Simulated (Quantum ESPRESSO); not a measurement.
# E(q) of CoO from supercells

Wanted: E(q) of CoO at simple fractions of a reciprocal vector.

Calculated with Quantum ESPRESSO 7.5; PBE; plane waves with GBRV 1.5 PBE potentials, no spin-orbit coupling, flat spiral in a supercell.

### Step 1. Starting point

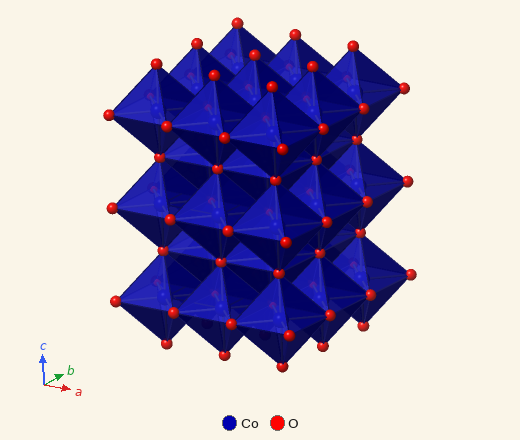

Start, viewed from a free direction; cobalt blue, oxygen red. 2×2×2 cells are drawn. This picture shows the conventional cell, with its axes. Some periodic images of atoms are drawn too.

The cell comes from the Crystallography Open Database.

### Step 2. Parallel moments, one cell

The input, pw.in:

```
&CONTROL
  calculation = 'scf'
  prefix = 'pwscf'
  outdir = './tmp'
  pseudo_dir = './pseudo'
  disk_io = 'nowf'
/
&SYSTEM
  ibrav = 0
  nat = 2
  ntyp = 2
  ecutwfc = 34
  ecutrho = 238
  nbnd = 36
  occupations = 'smearing'
  smearing = 'fd'
  degauss = 0.00999582
  noncolin = .true.
  starting_magnetization(1) = 0.1765
  angle1(1) = 90
  angle2(1) = 0
  starting_magnetization(2) = 0
/
&ELECTRONS
  conv_thr = 2d-08
  electron_maxstep = 150
  mixing_beta = 0.3
/
ATOMIC_SPECIES
Co     58.9332 co_pbe_v1.2.uspp.F.UPF
O      15.9990 o_pbe_v1.2.uspp.F.UPF
CELL_PARAMETERS angstrom
  -1.5080000000    1.5080000000    2.1072475377
   1.5080000000   -1.5080000000    2.1072475377
   1.5080000000    1.5080000000   -2.1072475377
ATOMIC_POSITIONS crystal
Co      0.0000000000    0.0000000000    0.0000000000
O       0.5000000000    0.5000000000    0.0000000000
K_POINTS automatic
6 6 12 0 0 0
```

On the command line:

```sh
> OMP_NUM_THREADS=1 mpirun -n 4 pw.x -nk 4 -in pw.in > pw.out
```

Log:

```text
Program PWSCF v.7.5 starts

     Fixed quantization axis for GGA:     1.000000    0.000000    0.000000
     Message from routine setup:
     using ibrav=0 with symmetry is DISCOURAGED, use correct ibrav instead

     K-points division:     npool     =       4
     Subspace diagonalization in iterative solution of the eigenvalue problem:

     G-vector sticks info
     --------------------
     sticks:   dense  smooth     PW     G-vecs:    dense   smooth      PW
     Sum         601     349    145                 7951     3479     941

     Using Slab Decomposition

     bravais-lattice index     =            0
     lattice parameter (alat)  =       5.6656  a.u.
     unit-cell volume          =     129.3525 (a.u.)^3
     number of atoms/cell      =            2
     number of atomic types    =            2
     number of electrons       =        23.00
     number of Kohn-Sham states=           36
     kinetic-energy cutoff     =      34.0000  Ry
     charge density cutoff     =     238.0000  Ry
     scf convergence threshold =      2.0E-08
     mixing beta               =       0.3000
     number of iterations used =            8  plain     mixing
     Exchange-correlation= SLA  PW   PBE  PBE
                           (   1   4   3   4   0   0   0)
     Noncollinear calculation without spin-orbit

     celldm(1)=   5.665593  celldm(2)=   0.000000  celldm(3)=   0.000000
     celldm(4)=   0.000000  celldm(5)=   0.000000  celldm(6)=   0.000000

     crystal axes: (cart. coord. in units of alat)
               a(1) = (  -0.502985   0.502985   0.702860 )
               a(2) = (   0.502985  -0.502985   0.702860 )
               a(3) = (   0.502985   0.502985  -0.702860 )

     reciprocal axes: (cart. coord. in units 2 pi/alat)
               b(1) = (  0.000000  0.994066  0.711379 )
               b(2) = (  0.994066  0.000000  0.711379 )
               b(3) = (  0.994066  0.994066  0.000000 )

     PseudoPot. # 1 for Co read from file:
     co_pbe_v1.2.uspp.F.UPF
     Pseudo is Ultrasoft + core correction, Zval = 17.0
     Generated by new atomic code, or converted to UPF format
     Using radial grid of  863 points,  6 beta functions with:
                l(1) =   0
                l(2) =   0
                l(3) =   1
                l(4) =   1
                l(5) =   2
                l(6) =   2
     Q(r) pseudized with  8 coefficients,  rinner =    1.200   1.200   1.200
                                                       1.200   1.200

     PseudoPot. # 2 for O  read from file:
     o_pbe_v1.2.uspp.F.UPF
     Pseudo is Ultrasoft + core correction, Zval =  6.0
     Generated by new atomic code, or converted to UPF format
     Using radial grid of  737 points,  5 beta functions with:
                l(1) =   0
                l(2) =   0
                l(3) =   1
                l(4) =   1
                l(5) =   2
     Q(r) pseudized with  8 coefficients,  rinner =    0.900   0.900   0.900
                                                       0.900   0.900

     atomic species   valence    mass     pseudopotential
     Co               17.00    58.93320     Co( 1.00)
     O                 6.00    15.99900     O ( 1.00)

      8 Sym. Ops., with inversion, found

   Cartesian axes

     site n.     atom                  positions (alat units)
         1        Co     tau(   1) = (   0.0000000   0.0000000   0.0000000  )
         2        O      tau(   2) = (   0.0000000   0.0000000   0.7028603  )

     number of k points=   109  Fermi-Dirac smearing, width (Ry)=  0.0100

     Number of k-points >= 100: set verbosity='high' to print them.

     Dense  grid:     7951 G-vectors     FFT dimensions: (  27,  27,  27)

     Smooth grid:     3479 G-vectors     FFT dimensions: (  24,  24,  24)

     Check: negative core charge=   -0.000023
     Generating pointlists ...
     new r_m :   0.2899 (alat units)  1.6426 (a.u.) for type    1
     new r_m :   0.2899 (alat units)  1.6426 (a.u.) for type    2

     Initial potential from superposition of free atoms

     starting charge      22.0000, renormalised to      23.0000

 ==============================================================================
     atom number    1 relative position :    0.0000   0.0000   0.0000
     charge :    15.134465  (integrated on a sphere of radius 0.290)
     magnetization :          2.654213    0.000000    0.000000
     magnetization/charge:    0.175375    0.000000    0.000000
     polar coord.: r, theta, phi [deg] :     2.654213   90.000000    0.000000

 ==============================================================================

 ==============================================================================
     atom number    2 relative position :    0.0000   0.0000   0.7029
     charge :     5.472927  (integrated on a sphere of radius 0.290)
     magnetization :          0.038125    0.000000    0.000000
     magnetization/charge:    0.006966    0.000000    0.000000
     polar coord.: r, theta, phi [deg] :     0.038125   90.000000    0.000000

 ==============================================================================
     Starting wfcs are   34 randomized atomic wfcs +    2 random wfcs

     Self-consistent Calculation

     iteration #  1     ecut=    34.00 Ry     beta= 0.30
     Davidson diagonalization with overlap
     ethr =  1.00E-02,  avg # of iterations =  4.2

     total energy              =    -328.56726106 Ry
     estimated scf accuracy    <       6.84244027 Ry

     total magnetization       =     3.06    -0.00     0.00 Bohr mag/cell
     absolute magnetization    =     3.11 Bohr mag/cell

     iteration #  2     ecut=    34.00 Ry     beta= 0.30
     Davidson diagonalization with overlap
     ethr =  1.00E-02,  avg # of iterations =  2.1

     total energy              =    -329.60477505 Ry
     estimated scf accuracy    <       8.00157029 Ry

     total magnetization       =     0.34     0.00    -0.00 Bohr mag/cell
     absolute magnetization    =     0.40 Bohr mag/cell

     iteration #  3     ecut=    34.00 Ry     beta= 0.30
     Davidson diagonalization with overlap
     ethr =  1.00E-02,  avg # of iterations =  2.0

     total energy              =    -330.70856966 Ry
     estimated scf accuracy    <       0.20792197 Ry

     total magnetization       =     2.99    -0.00     0.00 Bohr mag/cell
     absolute magnetization    =     3.00 Bohr mag/cell

     [... further iterations left out ...]

     iteration # 11     ecut=    34.00 Ry     beta= 0.30
     Davidson diagonalization with overlap
     ethr =  8.77E-08,  avg # of iterations =  1.0

     total energy              =    -330.71740364 Ry
     estimated scf accuracy    <       0.00000078 Ry

     total magnetization       =     2.89     0.00    -0.00 Bohr mag/cell
     absolute magnetization    =     2.91 Bohr mag/cell

     iteration # 12     ecut=    34.00 Ry     beta= 0.30
     Davidson diagonalization with overlap
     ethr =  3.38E-09,  avg # of iterations =  1.9

     total energy              =    -330.71740392 Ry
     estimated scf accuracy    <       0.00000003 Ry

     total magnetization       =     2.89     0.00    -0.00 Bohr mag/cell
     absolute magnetization    =     2.91 Bohr mag/cell

     iteration # 13     ecut=    34.00 Ry     beta= 0.30
     Davidson diagonalization with overlap
     ethr =  1.28E-10,  avg # of iterations =  2.0

     total energy              =    -330.71740402 Ry
     estimated scf accuracy    <       0.00000008 Ry

     total magnetization       =     2.89     0.00    -0.00 Bohr mag/cell
     absolute magnetization    =     2.91 Bohr mag/cell

     iteration # 14     ecut=    34.00 Ry     beta= 0.30
     Davidson diagonalization with overlap
     ethr =  1.28E-10,  avg # of iterations =  2.0

 ==============================================================================
     atom number    1 relative position :    0.0000   0.0000   0.0000
     charge :    14.573323  (integrated on a sphere of radius 0.290)
     magnetization :          2.466696    0.000000   -0.000000
     magnetization/charge:    0.169261    0.000000   -0.000000
     polar coord.: r, theta, phi [deg] :     2.466696   90.000000    0.000000

 ==============================================================================

 ==============================================================================
     atom number    2 relative position :    0.0000   0.0000   0.7029
     charge :     5.716668  (integrated on a sphere of radius 0.290)
     magnetization :          0.309591    0.000000   -0.000000
     magnetization/charge:    0.054156    0.000000   -0.000000
     polar coord.: r, theta, phi [deg] :     0.309591   90.000000    0.000000

 ==============================================================================

     End of self-consistent calculation

     Number of k-points >= 100: set verbosity='high' to print the bands.

     the Fermi energy is    14.0454 ev

!    total energy              =    -330.71740410 Ry
     estimated scf accuracy    <          9.4E-10 Ry
     smearing contrib. (-TS)   =      -0.01344286 Ry
     internal energy E=F+TS    =    -330.70396124 Ry

     The total energy is F=E-TS. E is the sum of the following terms:
     one-electron contribution =    -181.85184871 Ry
     hartree contribution      =     104.45872622 Ry
     xc contribution           =     -40.01840275 Ry
     ewald contribution        =    -213.29243599 Ry

     total magnetization       =     2.89     0.00    -0.00 Bohr mag/cell
     absolute magnetization    =     2.91 Bohr mag/cell

     convergence has been achieved in  14 iterations

=------------------------------------------------------------------------------=
   JOB DONE.
=------------------------------------------------------------------------------=
```

Wall time 21 s (4 MPI ranks of Arm Neoverse V2, shared host); peak memory 0.29 GiB.

Spin moment in the atom's sphere by atom:

| atom | x (μB) | y (μB) | z (μB) | size |
| --- | --- | --- | --- | --- |
| Co1 | 2.47 | 0.00 | 0.00 | 2.47 |
| O2 | 0.31 | 0.00 | 0.00 | 0.31 |

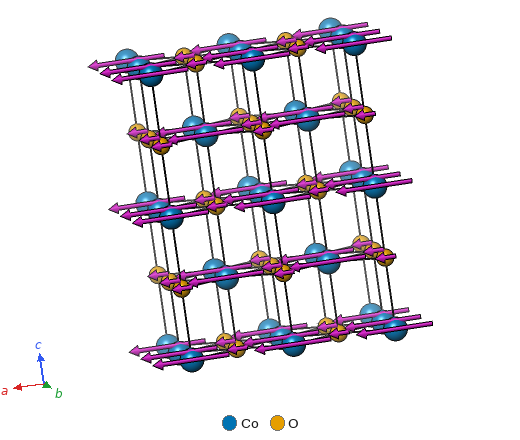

Spin moment in the atom's sphere as arrows, the longest 2.47 μB. Each arrow also spans its atom, so small moments look longer than they are. 2×2×2 conventional cells are drawn. Some periodic images of atoms are drawn too.

This step gave:

```
smearing term TS       : 0.1829 eV
magnetization          : 2.886, 0, 0 μB
absolute magnetization : 2.907 μB
final state            : ferromagnetic
```

### Step 3. One turn in 2 cells along the input cell's c

Neighbouring cells are turned by 180° in the xy plane; the cell holds 4 atoms.

The input, pw.in:

```
&CONTROL
  calculation = 'scf'
  prefix = 'pwscf'
  outdir = './tmp'
  pseudo_dir = './pseudo'
  disk_io = 'nowf'
/
&SYSTEM
  ibrav = 0
  nat = 4
  ntyp = 4
  ecutwfc = 34
  ecutrho = 238
  nbnd = 64
  occupations = 'smearing'
  smearing = 'fd'
  degauss = 0.00999582
  noncolin = .true.
  starting_magnetization(1) = 0.1765
  angle1(1) = 90
  angle2(1) = 0
  starting_magnetization(2) = 0.1765
  angle1(2) = 90
  angle2(2) = 180
  starting_magnetization(3) = 0
  starting_magnetization(4) = 0
/
&ELECTRONS
  conv_thr = 4d-08
  electron_maxstep = 150
  mixing_beta = 0.3
/
ATOMIC_SPECIES
Co1    58.9332 co_pbe_v1.2.uspp.F.UPF
Co2    58.9332 co_pbe_v1.2.uspp.F.UPF
O1     15.9990 o_pbe_v1.2.uspp.F.UPF
O2     15.9990 o_pbe_v1.2.uspp.F.UPF
CELL_PARAMETERS angstrom
  -1.5080000000    1.5080000000    2.1072475377
   1.5080000000   -1.5080000000    2.1072475377
   3.0160000000    3.0160000000   -4.2144950754
ATOMIC_POSITIONS crystal
Co1     0.0000000000    0.0000000000    0.0000000000
Co2     0.0000000000    0.0000000000    0.5000000000
O1      0.5000000000    0.5000000000    0.0000000000
O2      0.5000000000    0.5000000000    0.5000000000
K_POINTS automatic
6 6 6 0 0 0
```

Log:

```text
     [... lines left out ...]
Program PWSCF v.7.5 starts
     [... lines left out ...]
     number of atoms/cell      =            4
     [... lines left out ...]
     number of electrons       =        46.00
     number of Kohn-Sham states=           64
     kinetic-energy cutoff     =      34.0000  Ry
     charge density cutoff     =     238.0000  Ry
     scf convergence threshold =      4.0E-08
     [... lines left out ...]
     Noncollinear calculation without spin-orbit
     [... lines left out ...]
      4 Sym. Ops., with inversion, found
     [... lines left out ...]
     number of k points=    68  Fermi-Dirac smearing, width (Ry)=  0.0100
     [... lines left out ...]
     iteration # 14     ecut=    34.00 Ry     beta= 0.30
     [... lines left out ...]
     atom number    1 relative position :    0.0000   0.0000   0.0000
     [... lines left out ...]
     magnetization :          2.308579    0.000110   -0.000000
     [... lines left out ...]
     atom number    2 relative position :    0.5030   0.5030  -0.7029
     [... lines left out ...]
     magnetization :         -2.308653    0.000098    0.000000
     [... lines left out ...]
     atom number    3 relative position :    0.0000   0.0000   0.7029
     [... lines left out ...]
     magnetization :          0.098549    0.000015    0.000000
     [... lines left out ...]
     atom number    4 relative position :    0.5030   0.5030   0.0000
     [... lines left out ...]
     magnetization :         -0.098569    0.000019   -0.000000
     [... lines left out ...]
     the Fermi energy is    14.0065 ev
!    total energy              =    -661.42370188 Ry
     estimated scf accuracy    <       0.00000002 Ry
     smearing contrib. (-TS)   =      -0.02877675 Ry
     [... lines left out ...]
     total magnetization       =    -0.00     0.00    -0.00 Bohr mag/cell
     absolute magnetization    =     5.07 Bohr mag/cell
     convergence has been achieved in  14 iterations
```

It took 50 s on 4 MPI ranks; peak memory 0.46 GiB; 3.3 min of CPU time.

Spin moment in the atom's sphere by atom:

```csv
atom,x (μB),y (μB),z (μB),size
Co1,2.31,0.00,0.00,2.31
Co2,-2.31,0.00,0.00,2.31
O3,0.10,0.00,0.00,0.10
O4,-0.10,0.00,0.00,0.10
```

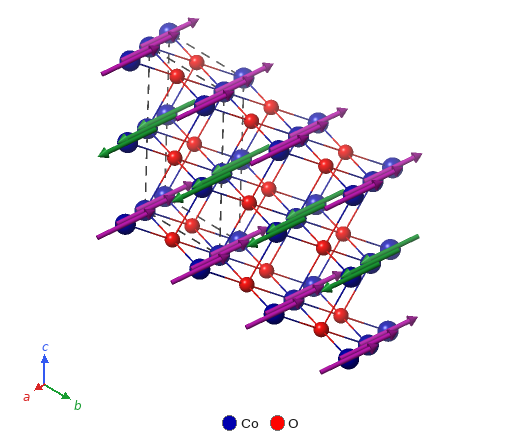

Spin moment in the atom's sphere as arrows, the longest 2.31 μB. The two directions have two colours. 2×3×1 cells are drawn. Some periodic images of atoms are drawn too.

Read from the output:

```
smearing term TS       : 0.3915 eV
magnetization          : 0, 0, 0 μB
absolute magnetization : 5.071 μB
final state            : antiferromagnetic
```

### Step 4. One turn in 3 cells along the input cell's c

Neighbouring cells are turned by 120° in the xy plane; the cell holds 6 atoms.

The input, pw.in:

```
&CONTROL
  calculation = 'scf'
  prefix = 'pwscf'
  outdir = './tmp'
  pseudo_dir = './pseudo'
  disk_io = 'nowf'
/
&SYSTEM
  ibrav = 0
  nat = 6
  ntyp = 6
  ecutwfc = 34
  ecutrho = 238
  nbnd = 90
  occupations = 'smearing'
  smearing = 'fd'
  degauss = 0.00999582
  noncolin = .true.
  starting_magnetization(1) = 0.1765
  angle1(1) = 90
  angle2(1) = 0
  starting_magnetization(2) = 0.1765
  angle1(2) = 90
  angle2(2) = 120
  starting_magnetization(3) = 0.1765
  angle1(3) = 90
  angle2(3) = -120
  starting_magnetization(4) = 0
  starting_magnetization(5) = 0
  starting_magnetization(6) = 0
/
&ELECTRONS
  conv_thr = 6d-08
  electron_maxstep = 150
  mixing_beta = 0.3
/
ATOMIC_SPECIES
Co1    58.9332 co_pbe_v1.2.uspp.F.UPF
Co2    58.9332 co_pbe_v1.2.uspp.F.UPF
Co3    58.9332 co_pbe_v1.2.uspp.F.UPF
O1     15.9990 o_pbe_v1.2.uspp.F.UPF
O2     15.9990 o_pbe_v1.2.uspp.F.UPF
O3     15.9990 o_pbe_v1.2.uspp.F.UPF
CELL_PARAMETERS angstrom
  -1.5080000000    1.5080000000    2.1072475377
   1.5080000000   -1.5080000000    2.1072475377
   4.5240000000    4.5240000000   -6.3217426131
ATOMIC_POSITIONS crystal
Co1     0.0000000000    0.0000000000    0.0000000000
Co2     0.0000000000    0.0000000000    0.3333333333
Co3     0.0000000000    0.0000000000    0.6666666667
O1      0.5000000000    0.5000000000    0.0000000000
O2      0.5000000000    0.5000000000    0.3333333333
O3      0.5000000000    0.5000000000    0.6666666667
K_POINTS automatic
6 6 4 0 0 0
```

Log:

```text
     [... lines left out ...]
Program PWSCF v.7.5 starts
     [... lines left out ...]
     number of atoms/cell      =            6
     [... lines left out ...]
     number of electrons       =        69.00
     number of Kohn-Sham states=           90
     kinetic-energy cutoff     =      34.0000  Ry
     charge density cutoff     =     238.0000  Ry
     scf convergence threshold =      6.0E-08
     [... lines left out ...]
     Noncollinear calculation without spin-orbit
     [... lines left out ...]
      2 Sym. Ops. (no inversion) found
     [... lines left out ...]
     number of k points=    78  Fermi-Dirac smearing, width (Ry)=  0.0100
     [... lines left out ...]
     iteration # 16     ecut=    34.00 Ry     beta= 0.30
     [... lines left out ...]
     atom number    1 relative position :    0.0000   0.0000   0.0000
     [... lines left out ...]
     magnetization :          2.377528    0.000217    0.000000
     [... lines left out ...]
     atom number    2 relative position :    0.5030   0.5030  -0.7029
     [... lines left out ...]
     magnetization :         -1.188553    2.059118    0.000000
     [... lines left out ...]
     atom number    3 relative position :    1.0060   1.0060  -1.4057
     [... lines left out ...]
     magnetization :         -1.188687   -2.058893    0.000000
     [... lines left out ...]
     atom number    4 relative position :    0.0000   0.0000   0.7029
     [... lines left out ...]
     magnetization :          0.140293    0.000017    0.000000
     [... lines left out ...]
     atom number    5 relative position :    0.5030   0.5030   0.0000
     [... lines left out ...]
     magnetization :         -0.070127    0.121502    0.000000
     [... lines left out ...]
     atom number    6 relative position :    1.0060   1.0060  -0.7029
     [... lines left out ...]
     magnetization :         -0.070132   -0.121476    0.000000
     [... lines left out ...]
     the Fermi energy is    14.0148 ev
!    total energy              =    -992.15030768 Ry
     estimated scf accuracy    <       0.00000004 Ry
     smearing contrib. (-TS)   =      -0.04110807 Ry
     [... lines left out ...]
     total magnetization       =     0.00     0.00     0.00 Bohr mag/cell
     absolute magnetization    =     7.95 Bohr mag/cell
     convergence has been achieved in  16 iterations
```

Elapsed: 2.4 min, on 4 MPI ranks; peak memory 0.7 GiB; 9.5 min of CPU time.

Spin moment in the atom's sphere by atom:

| atom | x (μB) | y (μB) | z (μB) | size |
| --- | --- | --- | --- | --- |
| Co1 | 2.38 | 0.00 | 0.00 | 2.38 |
| Co2 | -1.19 | 2.06 | 0.00 | 2.38 |
| Co3 | -1.19 | -2.06 | 0.00 | 2.38 |
| O4 | 0.14 | 0.00 | 0.00 | 0.14 |
| O5 | -0.07 | 0.12 | 0.00 | 0.14 |
| O6 | -0.07 | -0.12 | 0.00 | 0.14 |

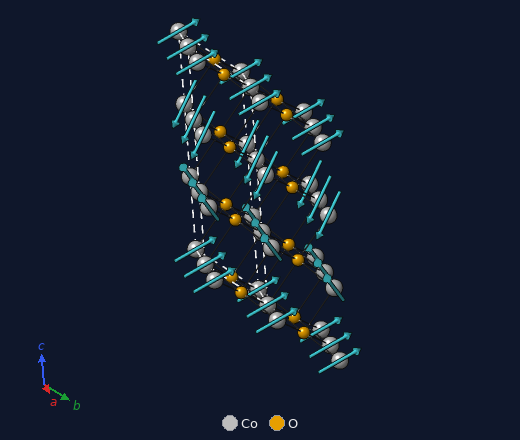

Spin moment in the atom's sphere as arrows, the longest 2.38 μB. 2×2×1 cells are drawn. Some periodic images of atoms are drawn too.

Read from the output:

| Quantity | Value |
| --- | --- |
| smearing term TS | 0.5593 eV |
| magnetization | 0, 0.001, 0 μB |
| absolute magnetization | 7.952 μB |
| final state | non-collinear |

[end of part 1 of 2]

[Logs and program files are shortened in this print: banners, set-up blocks, solver, clock and traceback lines can be left out without a mark of their own.]

[Logs are printed without paths, hosts, clocks, repeated set-up lines and the standing remarks that a program may print on its own settings, such as how far it seeks lower states.]

[Hosts, paths, dates, database ids (printed as entryN), source tags and the programs' standing remarks are cut or masked in the printed files.]

[Where a cell is said to come from a database of computed structures, the database is the Materials Project.]
